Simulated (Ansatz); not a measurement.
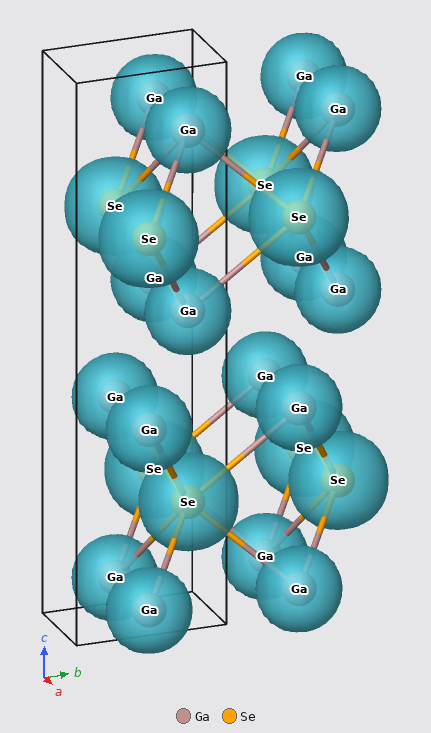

Ga2Se. Isosurface of the valence charge density (pseudo) at 0.6 e/Å³ (cyan), seen slightly off an axis. Sticks mark near contacts.

Space group P6₃/mmc; started from the 2H molybdenite_194 prototype, which need not be the ambient phase.

All numbers below come from DFT PBE, scalar-relativistic, plane waves, PAW (Ansatz 0.2.0).

The density is the valence pseudo-density of a PAW calculation; it isn't the true density close to the nuclei.

What does this surface tell about the bonding?

Answer. At this value the density breaks into separate islands; it holds about 75 % of the electrons treated as valence (semicore included). It bridges none of the near contacts. It is pinched off along the shortest Ga–Se (2.78 Å) contacts. On the grid the lowest density along these lines, outside the cores, is 0.26 e/Å³ (Ga–Se, 2.78 Å).

Metal or insulator at this level of theory?

Answer. It is metallic or semimetallic at this level of theory: no gap opens.
